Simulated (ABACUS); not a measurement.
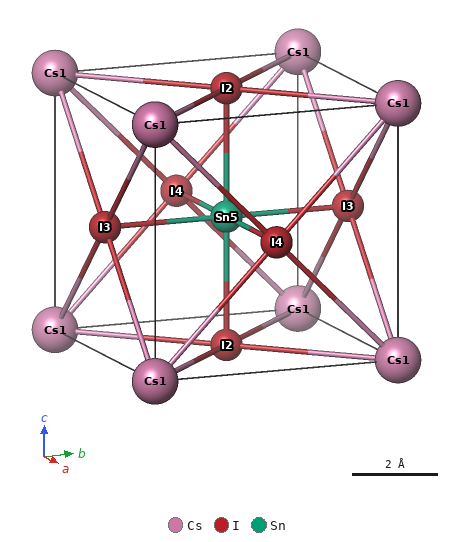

**Figure 1.** The input geometry (ball-and-stick view of the cell of the calculation, seen slightly off an axis; atoms are numbered from 1 in the order of the input). An atom can appear more than once, as a periodic image.

**Band-structure run, with input and output: CsSnI3 (part 1 of 2)**

System: CsSnI3 (Pm-3m, 5 atoms in the cell).
Method: Kohn-Sham DFT of a periodic cell, PBEsol, Ansatz NC PBE, no spin polarisation (ABACUS 3.10.1).

The structure derives from an entry of the Crystallography Open Database.

**The input**
```
INPUT_PARAMETERS
suffix              CsSnI3
calculation         scf
basis_type          pw
pseudo_dir          ./
symmetry            1
dft_functional      pbesol
ecutwfc             73
pseudo_rcut         7
nspin               1
nbands              33
ks_solver           dav
smearing_method     fd
smearing_sigma      0.00367493
scf_thr             1e-08
scf_nmax            100
mixing_type         broyden
mixing_beta         0.7
cal_force           1
cal_stress          1
out_chg             1
out_pot             2
out_elf             1
```

**File STRU**
```
ATOMIC_SPECIES
Cs 132.9055 Cs.upf
I 126.9045 I.upf
Sn 118.7100 Sn.upf

LATTICE_CONSTANT
1.8897261246

LATTICE_VECTORS
6.2057000000 0.0000000000 0.0000000000
0.0000000000 6.2057000000 0.0000000000
0.0000000000 0.0000000000 6.2057000000

ATOMIC_POSITIONS
Cartesian

Cs
0.0
1
0.0000000000 0.0000000000 0.0000000000 1 1 1

I
0.0
3
3.1028500000 3.1028500000 0.0000000000 1 1 1
3.1028500000 0.0000000000 3.1028500000 1 1 1
0.0000000000 3.1028500000 3.1028500000 1 1 1

Sn
0.0
1
3.1028500000 3.1028500000 3.1028500000 1 1 1
```

**File KPT**
```
K_POINTS
0
Gamma
4 4 4 0 0 0
```

Launched with:
```bash
OMP_NUM_THREADS=1 mpirun -np 4 abacus > log
```

**The program's output**
```
ABACUS v3.10.1

               Atomic-orbital Based Ab-initio Computation at UStc

 ------------------------------------------------------------------------------------

 READING GENERAL INFORMATION
                           global_out_dir = OUT.CsSnI3/
                           global_in_card = INPUT
                               pseudo_dir = ./
                              orbital_dir =
                                    DSIZE = 4
                                    GSIZE = 1

 READING UNITCELL INFORMATION
                                    ntype = 3
                  lattice constant (Bohr) = 1.88973
              lattice constant (Angstrom) = 1

 READING ATOM TYPE 1
                               atom label = Cs
                      L=0, number of zeta = 1
                      L=1, number of zeta = 1
                      L=2, number of zeta = 1
             number of atom for this type = 1

 READING ATOM TYPE 2
                               atom label = I
                      L=0, number of zeta = 1
                      L=1, number of zeta = 1
                      L=2, number of zeta = 1
             number of atom for this type = 3

 READING ATOM TYPE 3
                               atom label = Sn
                      L=0, number of zeta = 1
                      L=1, number of zeta = 1
                      L=2, number of zeta = 1
             number of atom for this type = 1

                        TOTAL ATOM NUMBER = 5
CARTESIAN COORDINATES ( UNIT =       1.889726124600 Bohr ).
    atom                   x                   y                   z     mag                  vx                  vy                  vz
tauc_Cs1            0.0000000000        0.0000000000        0.0000000000  0.0000        0.0000000000        0.0000000000        0.0000000000
tauc_I1            3.1028500000        3.1028500000        0.0000000000  0.0000        0.0000000000        0.0000000000        0.0000000000
tauc_I2            3.1028500000        0.0000000000        3.1028500000  0.0000        0.0000000000        0.0000000000        0.0000000000
tauc_I3            0.0000000000        3.1028500000        3.1028500000  0.0000        0.0000000000        0.0000000000        0.0000000000
tauc_Sn1            3.1028500000        3.1028500000        3.1028500000  0.0000        0.0000000000        0.0000000000        0.0000000000

                          Volume (Bohr^3) = 1612.76
                             Volume (A^3) = 238.986

 Lattice vectors: (Cartesian coordinate: in unit of a_0)
              +6.2057                  +0                  +0
                   +0             +6.2057                  +0
                   +0                  +0             +6.2057
 Reciprocal vectors: (Cartesian coordinate: in unit of 2 pi/a_0)
            +0.161142                  -0                  +0
                   -0           +0.161142                  -0
                   +0                  -0           +0.161142
 The esolver type has been set to : ksdft_pw

                PAO radial cut off (Bohr) = 7

 Read in pseudopotential file is Cs.upf
                     pseudopotential type = NC
          exchange-correlation functional = PBE
                 nonlocal core correction = 1
                        valence electrons = 9
                                     lmax = 3
                           number of zeta = 3
                     number of projectors = 8
                           L of projector = 0
                           L of projector = 0
                           L of projector = 1
                           L of projector = 1
                           L of projector = 2
                           L of projector = 2
                           L of projector = 3
                           L of projector = 3
 XC functional updated to : pbesol
          exchange-correlation functional = PBESOL
                PAO radial cut off (Bohr) = 7

 Read in pseudopotential file is I.upf
                     pseudopotential type = NC
          exchange-correlation functional = PBE
                 nonlocal core correction = 1
                        valence electrons = 7
                                     lmax = 3
                           number of zeta = 2
                     number of projectors = 8
                           L of projector = 0
                           L of projector = 0
                           L of projector = 1
                           L of projector = 1
                           L of projector = 2
                           L of projector = 2
                           L of projector = 3
                           L of projector = 3
 XC functional updated to : pbesol
          exchange-correlation functional = PBESOL
                PAO radial cut off (Bohr) = 7

 Read in pseudopotential file is Sn.upf
                     pseudopotential type = NC
          exchange-correlation functional = PBE
                 nonlocal core correction = 1
                        valence electrons = 14
                                     lmax = 3
                           number of zeta = 3
                     number of projectors = 10
                           L of projector = 0
                           L of projector = 0
                           L of projector = 0
                           L of projector = 1
                           L of projector = 1
                           L of projector = 1
                           L of projector = 2
                           L of projector = 2
                           L of projector = 3
                           L of projector = 3
 XC functional updated to : pbesol
          exchange-correlation functional = PBESOL
     initial pseudo atomic orbital number = 26

 SETUP THE ELECTRONS NUMBER
            electron number of element Cs = 9
      total electron number of element Cs = 9
             electron number of element I = 7
       total electron number of element I = 21
            electron number of element Sn = 14
      total electron number of element Sn = 14
            AUTOSET number of electrons:  = 44
                           occupied bands = 22
                                   NBANDS = 33
                                   NLOCAL = 45

%%%%%%%%%%%%%%%%%%%%%%%%%%%%%%%%%%%%%%%%%%%%%%%%%%%%%%%%%%%%%%%%%%%%%%%%%%%%%%%%%%%%%%%%%%%%%%%%%%%%%%%%%%
 Warning: the number of valence electrons in pseudopotential > 1 for Cs: [Xe] 6s1
 Warning: the number of valence electrons in pseudopotential > 4 for Sn: [Kr] 4d10 5s2 5p2
 Pseudopotentials with additional electrons can yield (more) accurate outcomes, but may be less efficient.
 If you're confident that your chosen pseudopotential is appropriate, you can safely ignore this warning.
%%%%%%%%%%%%%%%%%%%%%%%%%%%%%%%%%%%%%%%%%%%%%%%%%%%%%%%%%%%%%%%%%%%%%%%%%%%%%%%%%%%%%%%%%%%%%%%%%%%%%%%%%%

 SETUP THE PLANE WAVE BASIS
 energy cutoff for charge/potential (unit:Ry) = 292
            fft grid for charge/potential = [ 64, 64, 64 ]
                        fft grid division = [ 1, 1, 1 ]
        big fft grid for charge/potential = [ 64, 64, 64 ]
                                     nbxx = 65536
                                     nrxx = 65536

 SETUP PLANE WAVES FOR CHARGE/POTENTIAL
                    number of plane waves = 135883
                         number of sticks = 3189

 PARALLEL PW FOR CHARGE/POTENTIAL
     PROC   COLUMNS(POT)             PW
        1            796          33972
        2            798          33970
        3            797          33971
        4            798          33970
 --------------- sum -------------------
        4           3189         135883
                            number of |g| = 843
                                  max |g| = 26.4082
                                  min |g| = 0.0259668

----------- Double Check Mixing Parameters Begin ------------
mixing_type: broyden
mixing_beta: 0.7
mixing_gg0: 1
mixing_gg0_min: 0.1
mixing_ndim: 8
----------- Double Check Mixing Parameters End ------------

 LATTICE VECTORS: (CARTESIAN COORDINATE: IN UNIT OF A0)
              +6.2057                  +0                  +0
                   +0             +6.2057                  +0
                   +0                  +0             +6.2057
                       right hand lattice = 1
                                   NORM_A = 6.2057
                                   NORM_B = 6.2057
                                   NORM_C = 6.2057
                           ALPHA (DEGREE) = 90
                           BETA  (DEGREE) = 90
                           GAMMA (DEGREE) = 90

 The lattice vectors have been changed (STRU_SIMPLE.cif)

(for optimal symmetric configuration:)
                             BRAVAIS TYPE = 1
                     BRAVAIS LATTICE NAME = 01. Cubic P (simple)
                                    ibrav = 1
                                    IBRAV = 1
                                  BRAVAIS = SIMPLE CUBIC
                       LATTICE CONSTANT A = 6.2057
Original cell was already a primitive cell.
                        ROTATION MATRICES = 48
              PURE POINT GROUP OPERATIONS = 48
                   SPACE GROUP OPERATIONS = 48
                              POINT GROUP = O_h
               POINT GROUP IN SPACE GROUP = O_h

 SETUP K-POINTS
                                    nspin = 1
                   Input type of k points = Monkhorst-Pack(Gamma)
                                   nkstot = 64
                       right hand lattice = 1
(for reciprocal lattice: )
                             BRAVAIS TYPE = 1
                     BRAVAIS LATTICE NAME = 01. Cubic P (simple)
                                    ibrav = 1
                       right hand lattice = 1
(for k-lattice: )
                             BRAVAIS TYPE = 1
                     BRAVAIS LATTICE NAME = 01. Cubic P (simple)
                                    ibrav = 1
                       right hand lattice = 1
                        ROTATION MATRICES = 48
                               nkstot_ibz = 10
K-POINTS REDUCTION ACCORDING TO SYMMETRY
     IBZ    DIRECT_X    DIRECT_Y    DIRECT_Z  WEIGHT  ibz2bz
       1  0.00000000  0.00000000  0.00000000  0.0156       0
       2  0.25000000  0.00000000  0.00000000  0.0938       1
       3  0.50000000  0.00000000  0.00000000  0.0469       2
       4  0.25000000  0.25000000  0.00000000  0.1875       5
       5  0.50000000  0.25000000  0.00000000  0.1875       6
       6  0.50000000  0.50000000  0.00000000  0.0469      10
       7  0.25000000  0.25000000  0.25000000  0.1250      21
       8  0.50000000  0.25000000  0.25000000  0.1875      22
       9  0.50000000  0.50000000  0.25000000  0.0938      26
      10  0.50000000  0.50000000  0.50000000  0.0156      42

                               nkstot now = 10
[... K-POINTS DIRECT COORDINATES: 10 rows ...]

           k-point number in this process = 10
       minimum distributed K point number = 10
[... stars of the k points ...]

[... K-POINTS CARTESIAN COORDINATES: 10 rows ...]

[... K-POINTS DIRECT COORDINATES: 10 rows ...]

 SETUP PLANE WAVES FOR WAVE FUNCTIONS
     energy cutoff for wavefunc (unit:Ry) = 73
              fft grid for wave functions = [ 64, 64, 64 ]
                    number of plane waves = 19933
                         number of sticks = 885

 PARALLEL PW FOR WAVE FUNCTIONS
     PROC   COLUMNS(POT)             PW
        1            221           4983
        2            221           4983
        3            222           4984
        4            221           4983
 --------------- sum -------------------
        4            885          19933

 SETUP NONLOCAL PSEUDOPOTENTIALS IN PLANE WAVE BASIS
 Cs non-local projectors:
 projector 1 L=0
 projector 2 L=0
 projector 3 L=1
 projector 4 L=1
 projector 5 L=2
 projector 6 L=2
 projector 7 L=3
 projector 8 L=3
 I non-local projectors:
 projector 1 L=0
 projector 2 L=0
 projector 3 L=1
 projector 4 L=1
 projector 5 L=2
 projector 6 L=2
 projector 7 L=3
 projector 8 L=3
 Sn non-local projectors:
 projector 1 L=0
 projector 2 L=0
 projector 3 L=0
 projector 4 L=1
 projector 5 L=1
 projector 6 L=1
 projector 7 L=2
 projector 8 L=2
 projector 9 L=3
 projector 10 L=3
      TOTAL NUMBER OF NONLOCAL PROJECTORS = 164

 Init Non-Local PseudoPotential table :
 Init Non-Local-Pseudopotential done.

                                     npwx = 4284

 Make real space PAO into reciprocal space.
       max mesh points in Pseudopotential = 701
     dq(describe PAO in reciprocal space) = 0.01
                                    max q = 1030

 number of pseudo atomic orbitals for Cs is 3
WARNING: norm of atomic wavefunction # 2 of atomic type Cs is 0.999958, renormalized
WARNING: norm of atomic wavefunction # 3 of atomic type Cs is 0.875146, renormalized

 number of pseudo atomic orbitals for I is 2
WARNING: norm of atomic wavefunction # 1 of atomic type I is 0.999992, renormalized
WARNING: norm of atomic wavefunction # 2 of atomic type I is 0.999408, renormalized

 number of pseudo atomic orbitals for Sn is 3
WARNING: norm of atomic wavefunction # 2 of atomic type Sn is 0.999783, renormalized
WARNING: norm of atomic wavefunction # 3 of atomic type Sn is 0.99206, renormalized

 -------------------------------------------
 SELF-CONSISTENT
 -------------------------------------------
                                 init_chg = atomic

 PW ALGORITHM --------------- ION=   1  ELEC=   1--------------------------------

 Notice: Threshold on eigenvalues was too large.
 hsover_error=0.44 > DRHO=0.111321
 Origin diag ethr = 0.01
 New diag ethr = 0.000253003

 Density error is 0.111435426468
                          Error Threshold = 0.000253002844503
----------------------------------------------------------
     Energy           Rydberg                 eV
----------------------------------------------------------
 E_KohnSham     -286.1540339111      -3893.3253668760
 E_Harris       -287.8337042549      -3916.1784543129
 E_Fermi        0.3103529842         4.2225689770
----------------------------------------------------------

 PW ALGORITHM --------------- ION=   1  ELEC=   2--------------------------------

 Density error is 0.00892124867075
                          Error Threshold = 0.000253262332883
----------------------------------------------------------
     Energy           Rydberg                 eV
----------------------------------------------------------
 E_KohnSham     -286.1724222940      -3893.5755536604
 E_Harris       -285.7898365854      -3888.3702080503
 E_Fermi        0.3050290516         4.1501331577
```
